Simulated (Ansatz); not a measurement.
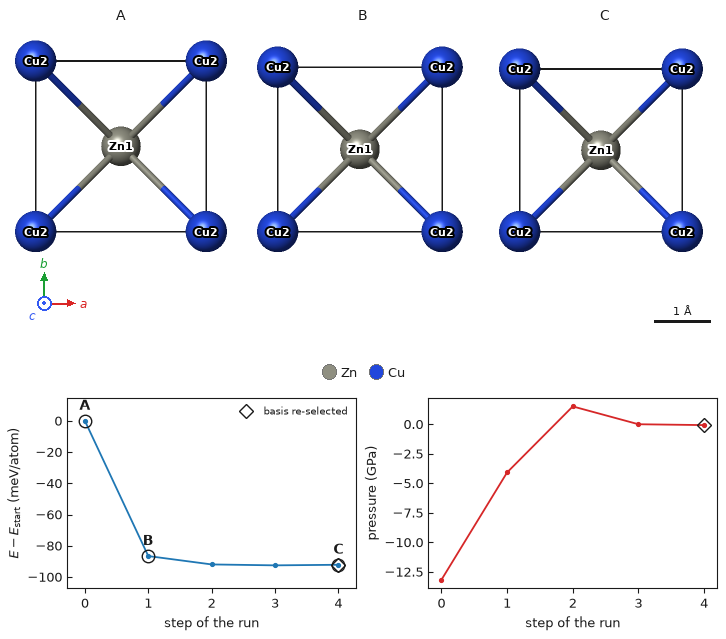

Frames of a relaxation of crystalline ZnCu (a generated structure, set up in Pm-3m) (coarse preliminary run), marked on the history of the run. Style: ball-and-stick. Shown: the cell of the calculation, along the c axis.

Case: Ag → Cu, Cd → Zn on all its sites, cell and atoms relaxed.

These are results of Ansatz, DFT r2SCAN, scalar-relativistic, plane waves, PAW, not measurements. (plane-wave cutoff 500 eV; k-point mesh 6 × 6 × 6; occupations gaussian; smearing width 0.1 eV; no spin polarisation; cell and atoms relaxed; force threshold 0.05 eV/Å; at most 60 steps)

### Describe the path.

The atoms keep their places relative to the cell (all moves are under 0.005 Å). Cell: a = b = c 3.067 → 2.923 Å (−4.7 %). Volume −13.4 %. Some distances before and after: Zn1–Cu2 2.656 → 2.531 Å. The space group stays Pm-3m (No. 221). Over 3 accepted moves (4 points after the start) the energy falls by 92.2 meV per atom. All forces vanish by symmetry, so only the cell relaxes. The pressure goes from −13.17 to −0.07 GPa. At 1 point the geometry stayed and the basis and grid were re-selected for the new cell (energy shift of 0.4 meV per atom at most each time). Cost: 10 s on 1 thread of Arm Neoverse V2 (shared host), peak memory 0.36 GiB. From step 0 to 1: volume −10.4 %, energy −86.6 meV per atom. From step 1 to 4: volume −3.4 %, energy −5.6 meV per atom.
